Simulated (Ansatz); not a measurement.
**Run report: Ni8H2O, geometry relaxation (part 1 of 3)**

Ni8H2O (slab, 11 atoms in the cell), computed with DFT PBE+D3(BJ), scalar-relativistic, plane waves, PAW, spin-polarised (Ansatz 0.2.0).

The structure derives from an entry of the Crystallography Open Database. The input holds or restrains some coordinates. Forces given for the steps count only the free coordinates. Figures and captions count atoms from 1; the log counts them from 0 in places.

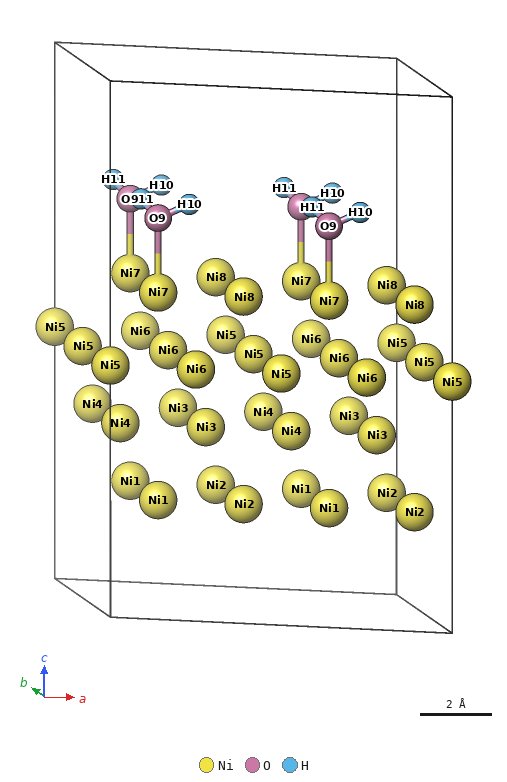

The input geometry (ball-and-stick view of the 2 × 2 repeat of the cell, with the vacuum cut short, seen slightly off an axis; atoms are numbered from 1 in the order of the input). An atom can appear more than once, as a periodic image.

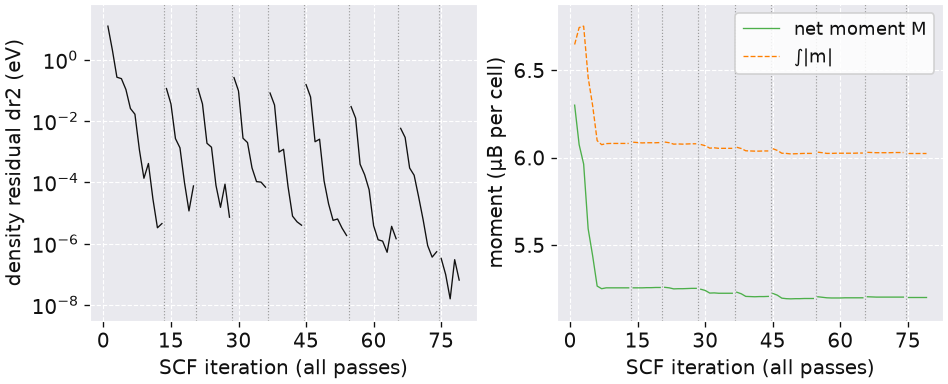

Convergence of the self-consistent field: density residual dr2 and magnetic moment against the SCF iteration. The dotted lines part the SCF passes of the relaxation: geometry steps, rejected trials and re-solves on a re-selected basis. The 9 passes take 5 to 13 iterations each, 79 in all. The net moment goes from 6.3 to 5.2 μB per cell.

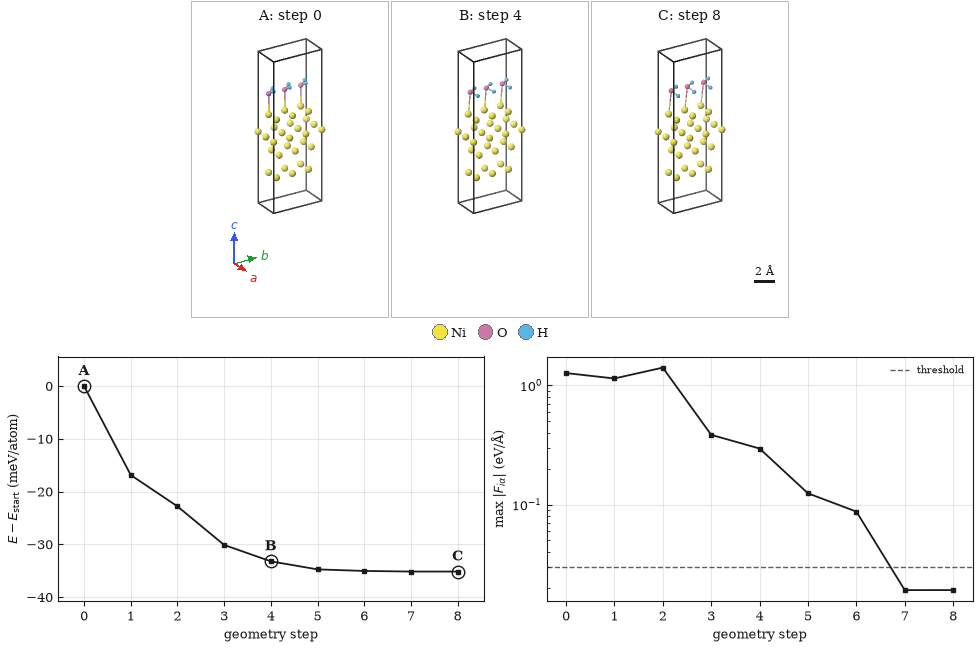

Frames of the restrained relaxation (ball-and-stick view of the 1 × 3 repeat of the cell, with the vacuum cut short, seen slightly off an axis) above the curves, on which the letters mark them (the first geometry is step 0 here and step 1 in the log).

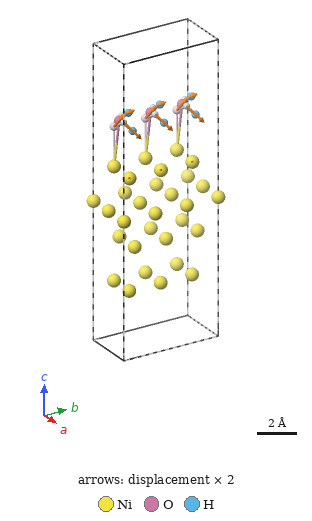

Start (faint) and end (solid) with the displacements as orange arrows, magnified 2 times (ball-and-stick view of the 1 × 3 repeat of the cell, with the vacuum cut short, seen slightly off an axis). The atom that moves furthest is H10 (0.64 Å). By element the largest moves are H 0.64 Å, O 0.48 Å, Ni 0.05 Å. The lattice vectors keep their values. Among the contacts that change: Ni7–O9 2.160 → 2.499 Å, O9–H11 0.962 → 1.003 Å, O9–H10 0.962 → 0.985 Å. Among the angles that change: Ni7–O9–H10 113.3° → 72.6°, Ni7–O9–H11 113.3° → 101.1°. Over 8 geometry steps the energy falls by 35.1 meV per atom. The largest force component goes from 1.3 to 0.019 eV/Å. (Atoms are counted from 1 in the order of the input.)

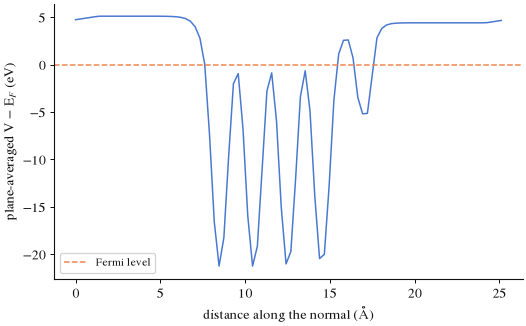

Plane average of the electrostatic potential energy of an electron across the cell, from the Fermi level. The vacuum level lies 4.41 eV above the Fermi level on the upper side and 5.11 eV on the lower.

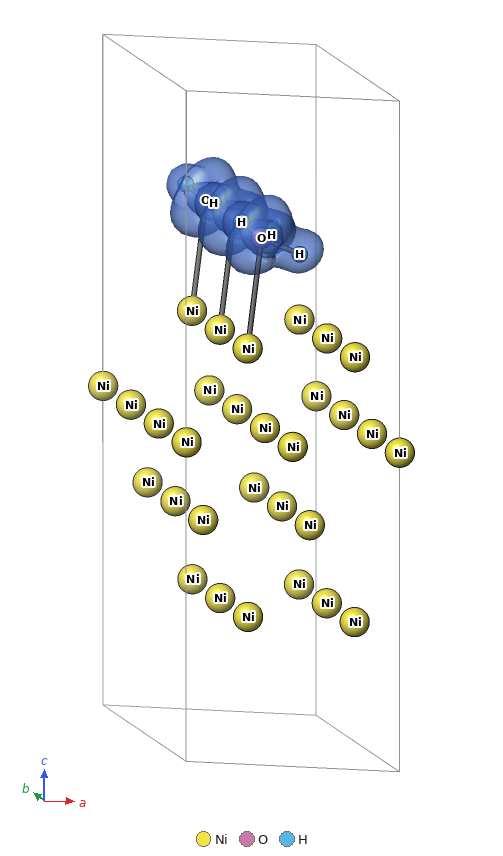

Isosurface of the electron localisation function at 0.75 (blue), seen slightly off an axis. Core shells and regions of very low density are left out. Sticks mark near contacts. Profiles from the grid: O–H (0.99 Å): the ELF climbs to about 1 towards the hydrogen, as it does in any bond to H; a covalent bond by its length. The fields are those of the smooth PAW valence density.

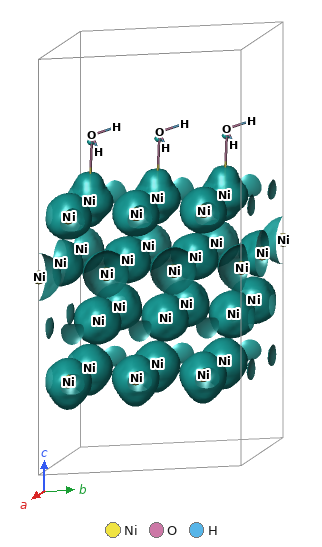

Isosurface of the spin density at +0.03 e/Å³ (teal), seen slightly off an axis. Sticks mark near contacts. The cell of the calculation (11 atoms) carries 5.2 μB net.

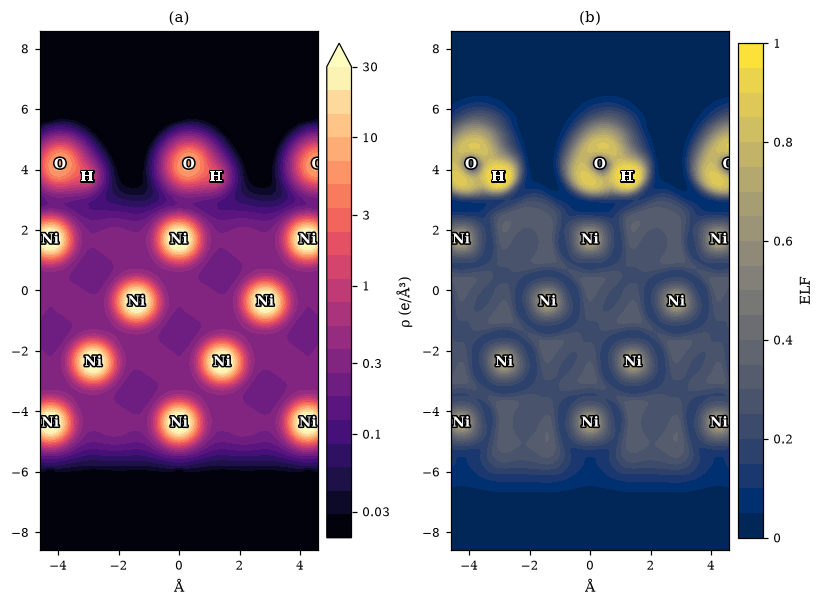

(a) valence electron density; (b) ELF on the (11̄0) plane of the calculation cell, a cut from vacuum to vacuum. The section cuts through Ni, O and H sites. O–H (0.99 Å): the density is about 3.7 e/Å³ at the midpoint; the ELF climbs to about 1 towards the hydrogen (a covalent bond by its length). The density dies away to nearly zero in the vacuum. The strong features right at Ni lie inside the PAW spheres (semicore, d or f shells) and say nothing about bonding.

The input and output of the run follow.

Input:
```yaml
crystal:
  lattice:
    - [4.9188979732, 0.0, 0.0]
    - [-1.2297244933, 2.1299453017, 0.0]
    - [0.0, 0.0, 25.4043950656]
  atoms:
    - { symbol: Ni, position: [0.3333333333, 0.3333333333, 0.3345877742], spin: 0.77 }
    - { symbol: Ni, position: [0.8333333333, 0.3333333333, 0.3345877742], spin: 0.77 }
    - { symbol: Ni, position: [0.6666666667, 0.6666666667, 0.4136343992], spin: 0.77 }
    - { symbol: Ni, position: [0.1666666667, 0.6666666667, 0.4136343992], spin: 0.77 }
    - { symbol: Ni, position: [0.0, 0.0, 0.4926810241], spin: 0.77 }
    - { symbol: Ni, position: [0.5, 0.0, 0.4926810241], spin: 0.77 }
    - { symbol: Ni, position: [0.3333333333, 0.3333333333, 0.571727649], spin: 0.77 }
    - { symbol: Ni, position: [0.8333333333, 0.3333333333, 0.571727649], spin: 0.77 }
    - { symbol: O, position: [0.3333333333, 0.3333333333, 0.6567523069] }
    - { symbol: H, position: [0.5344189425, 0.4469000411, 0.6717103486] }
    - { symbol: H, position: [0.2809485953, 0.6284156333, 0.6717103486] }
basis:
  ecutwfc: 420
kpoints:
  mp_grid: { grid: [7, 13, 1] }
hamiltonian:
  xc: pbe
  dispersion: d3bj
scf:
  occupations: { method: gaussian, width: 0.1 }
output:
  forces: true
  eigenvalues: true
  populations: true
  write_density: true
  write_potential: true
  elf: true
  volumetric_format: npy
magnetization:
  spin_polarized: true
relax:
  adjacent_minimum: "off"
  f_tol: 0.03
  max_steps: 70
  constraints: [{ sites: [0, 1, 2, 3] }]
efield:
  axis: 3
  dipole_correction: true
```

Command:
```bash
ansatz run input.yaml --threads 8 --pin off --max-ram 22528MiB --backend cpu --events-out ev --progress --plain --runs-dir out
```

Log:
```
Engine: ansatz 0.2.0, aarch64-unknown-linux-gnu
Pseudopotentials: kind: paw
Pseudopotential: Ni, paw, valence charge 18, recommended cutoff 420 eV (normal), Ni.paw.azcp
Pseudopotential: O, paw, valence charge 6, recommended cutoff 420 eV (normal), O.paw.azcp
Pseudopotential: H, paw, valence charge 1, recommended cutoff 420 eV (normal), H.paw.azcp
Functional definition: PBE
  parameter kappa = 0.804
  parameter beta = 0.06672455060314922
  exchange = pbe_x(kappa = kappa, mu = beta*pi^2/3)
  correlation = pbe_c(beta = beta)
Crystal: 11 atoms, lattice volume = 266.161 Å³
Basis set: ecut = 420 eV, 5159 PW (Γ), exchange–correlation on 72×36×360 points (8 copies of the dense FFT grid, shifted against one another)
Bands: 95, of which v1, the nominal top of the filled ones, is band 76 counted from 1 (75 counted from 0)
Symmetry: 1 space group operations
k-points: 46 of 91 (time reversal used)
Non-local potential: Ni, projectors of the file, l = 0: 3, l = 1: 2, l = 2: 3, l = 3: 1
Non-local potential: O, projectors of the file, l = 0: 2, l = 1: 2, l = 2: 1
Non-local potential: H, projectors of the file, l = 0: 2, l = 1: 1
PAW form: soft (Blöchl's): semilocal exchange-correlation on the pseudo side does not see the compensation charge
PAW one-centre angular grid: Ni, 590 points (default); XC on 64 Gauss nodes
PAW one-centre angular grid: O, 110 points (default); XC on 64 Gauss nodes
PAW one-centre angular grid: H, 110 points (default); XC on 64 Gauss nodes
Initial density: superposition of atomic densities (neutral atoms: chi_scale 0, normalization atom)
Starting moments: Σ|m| = 6.16 μB on 8 of 11 sites
Initial wavefunctions: pseudopotential atomic-orbital guess
Functional: x = pbe(κ = 0.804, μ = 0.2195149727645171), c = pbe(β = 0.06672455060314922)
```
